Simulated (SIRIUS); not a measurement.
Input file:

```
{
  "control": {
    "processing_unit": "cpu",
    "std_evp_solver_name": "lapack",
    "gen_evp_solver_name": "lapack",
    "verbosity": 2,
    "print_forces": true,
    "ortho_rf": true,
    "use_second_variation": true,
    "rmt_max": 3.0,
    "num_bands_to_print": 22,
    "save_wf": true
  },
  "parameters": {
    "electronic_structure_method": "full_potential_lapwlo",
    "xc_functionals": ["XC_GGA_X_PBE", "XC_GGA_C_PBE"],
    "core_relativity": "dirac",
    "valence_relativity": "iora",
    "num_fv_states": 22,
    "smearing": "fermi_dirac",
    "smearing_width": 0.0036749322,
    "pw_cutoff": 24,
    "gk_cutoff": 4.56,
    "lmax_apw": 12,
    "lmax_rho": 8,
    "lmax_pot": 8,
    "num_mag_dims": 0,
    "auto_rmt": 0,
    "ngridk": [10, 10, 10],
    "shiftk": [0, 0, 0],
    "num_dft_iter": 80,
    "energy_tol": 1e-07,
    "density_tol": 1e-05,
    "use_symmetry": true
  },
  "settings": {"tol_ne": 1e-10},
  "iterative_solver": {"type": "exact"},
  "mixer": {"type": "anderson", "beta": 0.5, "max_history": 8},
  "unit_cell": {
    "lattice_vectors": [[4.8236215721, 0.0, 0.0], [0.0, 4.8236215721, 0.0], [0.0, 0.0, 4.8236215721]],
    "atom_types": ["Cu", "O"],
    "atom_files": {"Cu": "Cu.json", "O": "O.json"},
    "atoms": {"Cu": [[0.0, 0.0, 0.0]], "O": [[0.5, 0.5, 0.5]]}
  }
}
```

Run with:

```sh
OMP_NUM_THREADS=1 sirius.scf --input=sirius_start.json --output=start.json
OMP_NUM_THREADS=1 sirius.scf --input=sirius.json --output=output.json --task=1
```

Below, planes, directions and counts refer to the conventional cell (a = 2.55 Å, b = 2.55 Å, c = 2.55 Å, α = 90.00°, β = 90.00°, γ = 90.00°).

Space group Pm-3m; a generated structure, not necessarily the stable one; built by placing these elements on a known structure type.

Method: SIRIUS, Kohn-Sham DFT of a periodic cell, PBE, all-electron FP-LAPW.

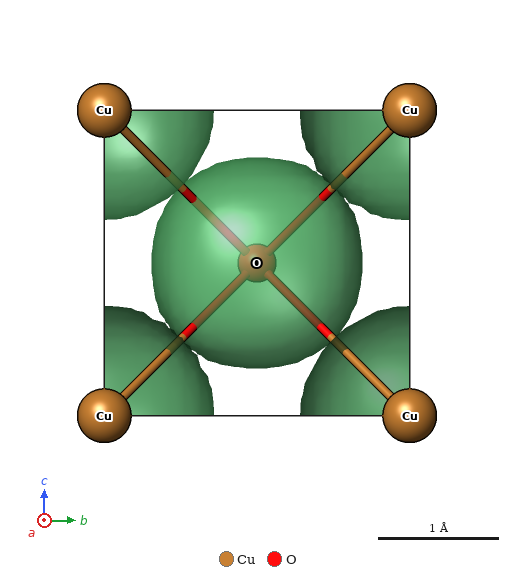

CuO. Isosurface of the total electron density at 0.5 e/Å³ (green), seen along the a axis. Sticks mark near contacts.

The calculation treats all electrons.

### What does this surface tell about the bonding?

At this value the density breaks into separate islands. It bridges none of the near contacts. It is pinched off along the sampled Cu–O (2.21 Å) contacts. On the grid the lowest density along these lines, outside the cores, is 0.36 e/Å³ (Cu–O, 2.21 Å).
